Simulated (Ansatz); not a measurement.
## Geometry relaxation, with input and output: Cu (part 2 of 2)

The same run, continued: Cu (Fm-3m, 1 atom in the cell); DFT, PBE, plane waves, PAW, no spin polarisation (Ansatz 0.2.0); cutoff 420 eV, 20×20×20 k-mesh, Gaussian smearing of 0.1 eV. The structure derives from a Materials Project entry. The settings are looser than a standard set-up, so the numbers are not reference values.

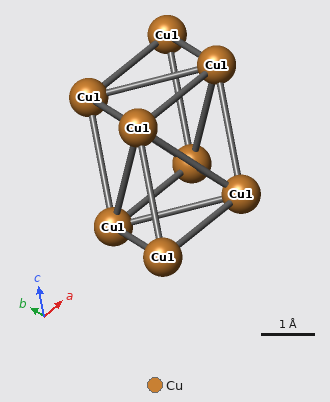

**Figure 1.** The geometry at step 3 of the log (ball-and-stick view of the cell of the calculation, seen slightly off an axis; atoms are numbered from 1 in the order of the input).

## What the program printed, continued
```
SCF iter   1: F=—  HF=-6625.175850 eV  |F-HF|=—  |Δ(HF+E_count)|=         —  Δρ=1.42e-4  dr2=1.54e-6  ethr=8.03e-9  ⟨swp⟩=1.7  Hψ=21079  notcnv=0
preconditioner: auto → none  [metal: Δε(μ)=0.064 eV  Ē_g=16.899 eV  σ=0.100 eV  W_gap=0.33  n_scr=0 (ndim 8)  ℏωp=35.6 eV  f_vac=0.000  D(μ)=0.27/eV (n_scr^D=0)]
SCF iter   2: F=—  HF=-6625.175849 eV  |F-HF|=—  |Δ(HF+E_count)|=   1.17e-6  Δρ=1.10e-5  dr2=9.36e-9  ethr=8.03e-9  ⟨swp⟩=2.2  Hψ=4877  notcnv=0
iter 3 did not close the SCF: its close was put off for the readings that it lacked (scf_convergence_deferred on its scf_iter line)
SCF iter   3: F=-6625.175849 eV  HF=-6625.175849 eV  |F-HF|=3.77e-9  |Δ(HF+E_count)|=   1.20e-8  Δρ=7.75e-6  dr2=6.07e-9  ethr=4.93e-11  ⟨swp⟩=2.5  Hψ=5883  notcnv=0
iter 4 did not close the SCF: its close was put off for the readings that it lacked (scf_convergence_deferred on its scf_iter line)
SCF iter   4: F=-6625.175849 eV  HF=-6625.175849 eV  |F-HF|=5.09e-11  |Δ(HF+E_count)|=   1.58e-9  Δρ=8.56e-7  dr2=2.18e-11  ethr=3.20e-11  ⟨swp⟩=2.1  Hψ=4993  notcnv=0
iter 5 did not close the SCF: its close was put off for the readings that it lacked (scf_convergence_deferred on its scf_iter line)
SCF iter   5: F=-6625.175849 eV  HF=-6625.175849 eV  |F-HF|=0.00e0  |Δ(HF+E_count)|=  6.82e-11  Δρ=4.02e-8  dr2=1.60e-13  ethr=1.00e-12  ⟨swp⟩=1.1  Hψ=3631  notcnv=0
SCF iter   6: F=-6625.175849 eV  HF=-6625.175849 eV  |F-HF|=9.09e-13  |Δ(HF+E_count)|=  9.09e-13  Δρ=3.11e-9  dr2=2.27e-16  ethr=1.00e-12  ⟨swp⟩=3.1  Hψ=12846  notcnv=0
SCF 6 converged in 6 iterations: F = -6625.175849 eV  dr2 = 2.27e-16
relax step   6: F+E_penalty+E_count = -6625.17584875 eV  Δ(F+E_penalty+E_count) = -4.164e-6 eV  max|allowed force component| = 0.000e0 eV/Å  Δτ_max = 0.0000 Å  P = -0.000 GPa  Ω = 11.956 Å³  energy of the carried Pulay correction = +3.424e-6 eV  (6 SCF iters, accepted)
iter 1 solved again at ethr=2.59e-10 eV; its pass at ethr=3.10e-3 eV (dr2=4.93e-8 eV) is discarded
SCF iter   1: F=—  HF=-6625.175850 eV  |F-HF|=—  |Δ(HF+E_count)|=         —  Δρ=3.41e-7  dr2=7.84e-12  ethr=2.59e-10  ⟨swp⟩=4.1  Hψ=30999  notcnv=0
preconditioner: auto → none  [metal: Δε(μ)=0.064 eV  Ē_g=16.900 eV  σ=0.100 eV  W_gap=0.33  n_scr=0 (ndim 8)  ℏωp=35.6 eV  f_vac=0.000  D(μ)=0.27/eV (n_scr^D=0)]
iter 2 did not close the SCF: its close was put off for the readings that it lacked (scf_convergence_deferred on its scf_iter line)
SCF iter   2: F=-6625.175849 eV  HF=-6625.175849 eV  |F-HF|=7.28e-12  |Δ(HF+E_count)|=   8.52e-7  Δρ=3.42e-7  dr2=7.69e-12  ethr=1.00e-12  ⟨swp⟩=1.9  Hψ=4492  notcnv=0
iter 3 did not close the SCF: its close was put off for the readings that it lacked (scf_convergence_deferred on its scf_iter line)
SCF iter   3: F=-6625.175849 eV  HF=-6625.175849 eV  |F-HF|=0.00e0  |Δ(HF+E_count)|=  1.82e-12  Δρ=1.60e-7  dr2=1.72e-12  ethr=1.00e-12  ⟨swp⟩=1.0  Hψ=3584  notcnv=0
iter 4 did not close the SCF: its close was put off for the readings that it lacked (scf_convergence_deferred on its scf_iter line)
SCF iter   4: F=-6625.175849 eV  HF=-6625.175849 eV  |F-HF|=9.09e-13  |Δ(HF+E_count)|=    0.00e0  Δρ=9.74e-8  dr2=6.40e-13  ethr=1.00e-12  ⟨swp⟩=1.0  Hψ=3584  notcnv=0
iter 5 did not close the SCF: its close was put off for the readings that it lacked (scf_convergence_deferred on its scf_iter line)
SCF iter   5: F=-6625.175849 eV  HF=-6625.175849 eV  |F-HF|=9.09e-13  |Δ(HF+E_count)|=  9.09e-13  Δρ=6.00e-8  dr2=2.43e-13  ethr=1.00e-12  ⟨swp⟩=1.0  Hψ=3584  notcnv=0
SCF iter   6: F=-6625.175849 eV  HF=-6625.175849 eV  |F-HF|=9.09e-13  |Δ(HF+E_count)|=    0.00e0  Δρ=3.48e-8  dr2=8.14e-14  ethr=1.00e-12  ⟨swp⟩=2.5  Hψ=11112  notcnv=0
SCF 7 converged in 6 iterations: F = -6625.175849 eV  dr2 = 8.14e-14
relax step   7: F+E_penalty+E_count = -6625.17584875 eV  Δ(F+E_penalty+E_count) = +0.000e0 eV  max|allowed force component| = 0.000e0 eV/Å  Δτ_max = 0.0000 Å  P = -0.001 GPa  Ω = 11.956 Å³  stress off target by 7.84e-4 GPa  SCF on the basis re-selected at this cell (its energy is not comparable with the rows above)  (6 SCF iters)
```

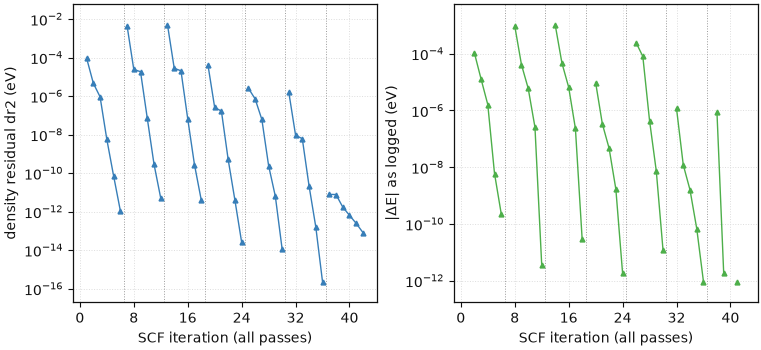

**Figure 2.** Convergence of the self-consistent field: density residual dr2 and size of the energy change against the SCF iteration. The dotted lines part the SCF passes of the relaxation: geometry steps, rejected trials and re-solves on a re-selected basis. The 7 passes take 6 iterations each, 42 in all.

```
basis re-selected at this cell: Δ(F+E_penalty+E_count) = +0.000e0 eV, ΔP = -0.001 GPa vs the last step (what re-selecting the basis moved, of the pressure what is left beyond the Pulay correction that the steps carried, after the strain that the cell walked since its last selection, with what the two solves' SCF thresholds leave and, on support functions, any second-order correction that the steps lacked; it is no measure of the basis error at this ecutwfc). This SCF's stress stands 7.84e-4 GPa from its target on what of the cell is left free (relax.cell.stress_tol is 5.00e-2 GPa) and its largest allowed force component is 0.00e0 eV/Å (relax.f_tol is 5.00e-3 eV/Å): within both
SCF converged after 6 iterations
Free energy (F): -6625.175849 eV
Harris-Foulkes:  -6625.175849 eV  (|F-HF|=9.09e-13)
Internal energy: -6625.174485 eV  (E = F + TS)
E sigma→0 (E₀):  -6625.175167 eV
Entropy (-TS):   -0.001364 eV (-1.364 meV/atom)
Fermi energy:    16.481943 eV
--- Per-component energies (eV) ---
  E_band       = -363.658037
  E_kinetic    = 299.801326
  E_local      = -4072.972784  (includes V_loc(G=0)·N_el)
  E_nonlocal   = 389.923555
  E_hartree    = 1793.549433
  E_xc         = -89.481678
  E_vxc        = -115.469006  (∫ρ·V_xc dr)
  E_paw        = -1662.984260  (= ΣΔE_a)
  E_vpaw       = -452.040262  (= ΣTr[D̂ρ^β])
  E_aug_tail   = 0.000244  (compensation charges beyond the density's cutoff)
  E_ewald      = -3283.010321
  E_smearing   = -0.001364  (= −TS)
  E_closure    = 0.000000  (closes the sum)
  Σ components = -6625.175849   (vs F -6625.175849, Δ=0.00e0)
--- Forces (eV/Å), atoms counted from 1 ---
  atom   1  Cu     0.00000000    -0.00000000    -0.00000000
  max |Σ_I F_I| component: 3.94e-30 eV/Å
--- Stress (GPa, compression-positive) ---
       -0.000784       0.000000       0.000000
        0.000000      -0.000784      -0.000000
        0.000000      -0.000000      -0.000784
  P = ⅓ Tr σ = -0.0008 GPa (-0.008 kbar)
--- Band table (eV; the first three rows and the last of 256) ---
  k-point 0: bands = ["-96.0381", "-53.3530", "-53.3530", "-53.3530", "7.1886", "13.5424", "13.5424", "13.5424", "14.3600", "14.3600", "39.0127", "41.4192", "41.4192", "41.4192"]
  k-point 1: bands = ["-96.0377", "-53.3555", "-53.3534", "-53.3534", "7.2792", "13.5231", "13.5598", "13.5598", "14.3531", "14.3531", "38.4833", "40.2452", "41.1163", "41.1163"]
  k-point 2: bands = ["-96.0368", "-53.3627", "-53.3544", "-53.3544", "7.5484", "13.4694", "13.6063", "13.6063", "14.3376", "14.3376", "36.3979", "39.6822", "40.5283", "40.5283"]
  k-point 255: bands = ["-96.0208", "-53.4213", "-53.4213", "-53.3928", "12.4341", "13.0341", "13.0341", "14.3177", "15.0683", "22.6386", "22.6386", "24.7476", "25.1419", "44.4828"]
--- Relaxed structure (5 steps of the walk, 5 accepted, 2 SCFs on fresh bases) ---
  F+E_penalty+E_count = -6625.17584875 eV   max|allowed force component| = 0.000e0 eV/Å   (the final SCF, on the basis selected at the relaxed cell)
  cell:  # Å, volume = 11.9561 Å³
    - [-2.7347801380730647e-34, 1.8149014085559712, 1.8149014085559712]
    - [1.8149014085559712, 3.144784224476593e-35, 1.8149014085559712]
    - [1.8149014085559712, 1.8149014085559712, 2.683031836071584e-34]
  atoms:
    - { symbol: Cu, position: [0.0, 0.0, 0.0] }
```

## Trajectory as extended XYZ (Å, eV, eV/Å), 7 frames, from step=1 to step=7
```
1
Lattice="0.0000 1.7887 1.7887 1.7887 0.0000 1.7887 1.7887 1.7887 0.0000" Properties=species:S:1:pos:R:3:forces:R:3 step=1 energy=-6625.16542 pressure_GPa=6.85
Cu    0.0000    0.0000    0.0000    0.0000   0.0000   0.0000
1
Lattice="0.0000 1.8011 1.8011 1.8011 0.0000 1.8011 1.8011 1.8011 0.0000" Properties=species:S:1:pos:R:3:forces:R:3 step=2 energy=-6625.17283 pressure_GPa=3.45
Cu    0.0000    0.0000    0.0000    0.0000   0.0000   0.0000
1
Lattice="0.0000 1.8139 1.8139 1.8139 0.0000 1.8139 1.8139 1.8139 0.0000" Properties=species:S:1:pos:R:3:forces:R:3 step=3 energy=-6625.17550 pressure_GPa=0.27
Cu    0.0000    0.0000    0.0000    0.0000   0.0000   0.0000
1
Lattice="0.0000 1.8151 1.8151 1.8151 0.0000 1.8151 1.8151 1.8151 0.0000" Properties=species:S:1:pos:R:3:forces:R:3 step=4 energy=-6625.17550 pressure_GPa=-0.00
Cu    0.0000    0.0000    0.0000    0.0000   0.0000   0.0000
1
Lattice="0.0000 1.8151 1.8151 1.8151 0.0000 1.8151 1.8151 1.8151 0.0000" Properties=species:S:1:pos:R:3:forces:R:3 step=5 energy=-6625.17584 pressure_GPa=-0.05
Cu    0.0000    0.0000    0.0000    0.0000   0.0000   0.0000
1
Lattice="0.0000 1.8149 1.8149 1.8149 0.0000 1.8149 1.8149 1.8149 0.0000" Properties=species:S:1:pos:R:3:forces:R:3 step=6 energy=-6625.17585 pressure_GPa=-0.00
Cu    0.0000    0.0000    0.0000    0.0000   0.0000   0.0000
1
Lattice="0.0000 1.8149 1.8149 1.8149 0.0000 1.8149 1.8149 1.8149 0.0000" Properties=species:S:1:pos:R:3:forces:R:3 step=7 energy=-6625.17585 pressure_GPa=-0.00
Cu    0.0000    0.0000    0.0000    0.0000   0.0000   0.0000
```

This output came from the following input.

## Input
```yaml
crystal:
  lattice:
    - [0.0, 1.78871534, 1.78871534]
    - [1.78871534, 0.0, 1.78871534]
    - [1.78871534, 1.78871534, 0.0]
  atoms:
    - { symbol: Cu, position: [0.0, 0.0, 0.0] }
basis:
  ecutwfc: 420
kpoints:
  mp_grid: { grid: [20, 20, 20] }
hamiltonian:
  xc: pbe
scf:
  occupations: { method: gaussian, width: 0.1 }
output:
  forces: true
  stress: true
  eigenvalues: true
  write_density: true
  write_potential: true
  elf: true
  volumetric_format: npy
relax:
  adjacent_minimum: "off"
  f_tol: 0.005
  max_steps: 80
  cell: { stress_tol: 0.05 }
```

Run as:
```bash
ansatz run input.yaml --threads 4 --pin off --max-ram 8192MiB --backend cpu --events-out ev --progress --plain --runs-dir out
```

## Summary

| quantity | value |
| --- | --- |
| outcome | converged |
| space group (tolerance 0.01 Å) | Fm-3m (225) |
| electrons treated | 19 |
| free energy | −6625.1758 eV |
| Fermi energy | 16.482 eV |
| gap on the k-point mesh | none (metallic) |
| pressure | 0.00 GPa |
| final volume | 11.96 Å³ |
| largest force (length of the vector) at the end | under 0.001 eV/Å |
| final cell | a = 2.567 Å, b = 2.567 Å, c = 2.567 Å, α = 60.00°, β = 60.00°, γ = 60.00° |
| hardware | 4 threads of Intel Xeon @ 2.70GHz, 189 GiB of memory available, shared host |
| wall time | 6.8 s (CPU time 22 s) |
| peak memory | 0.38 GiB |

## Notes

These settings are looser than, or depart from, a standard set-up, so the numbers are not reference values for this system.
